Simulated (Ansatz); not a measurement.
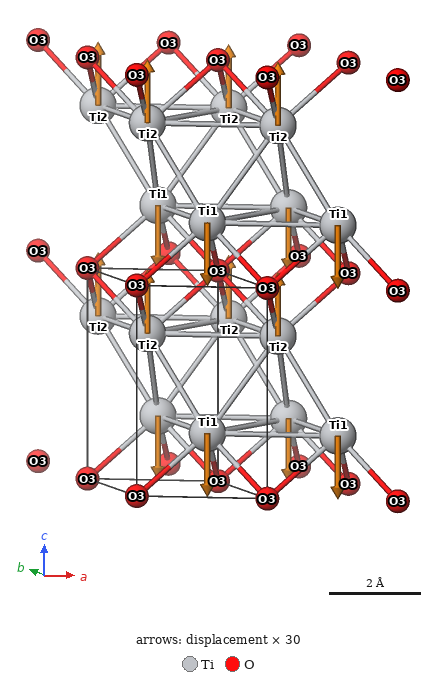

A relaxation of crystalline Ti₂O (set up in P-3m1). The starting structure is drawn; orange arrows show the displacements (the part carried along by the change of the cell is left out), magnified 30 times.

The picture is a ball-and-stick view of the cell of the calculation, repeated 2 × 2 × 2 with one cell outlined, seen slightly off an axis.

Case: dispersion relaxed: r2SCAN, rVV10.

Level of theory: DFT r2SCAN+rVV10, scalar-relativistic, plane waves, PAW (Ansatz). Set-up: plane-wave cutoff 500 eV; k-point mesh 18 × 18 × 10; occupations gaussian; smearing width 0.1 eV; no spin polarisation; cell and atoms relaxed; force threshold 0.01 eV/Å; at most 60 steps.

### Which element moves most?

Titanium: up to 0.048 Å, against 0.000 Å for oxygen.

### What happened in the run?

The largest moves relative to the cell, 0.048 Å, are those of Ti1 and Ti2. Ti2 goes along +c. O stays in place. The volume changes by +3.7 %, with a = b 2.919 → 2.945 Å (+0.9 %), c 4.713 → 4.802 Å (+1.9 %). Near-neighbour distances that change, for instance: Ti1–Ti2 2.682 → 2.797 Å, Ti1–Ti2 (another image) 3.122 → 3.091 Å, Ti1–Ti1 2.919 → 2.945 Å. The space group stays P-3m1 (No. 164). Over 4 accepted moves (5 points after the start) the energy falls by 81.6 meV per cell of the calculation. Largest force component: 1.1 eV/Å at the start, 0.0021 eV/Å at the end. Pressure: 7.53 GPa at the start and 0.01 GPa at the end. At 1 point the geometry stayed and the basis and grid were re-selected for the new cell (energy shift of 0.9 meV per cell of the calculation at most each time). The run took 5.6 min on 1 thread of Intel(R) Xeon(R) Processor @ 2.50GHz (Skylake/Cascade Lake), with other jobs on the host, peak memory 0.69 GiB.
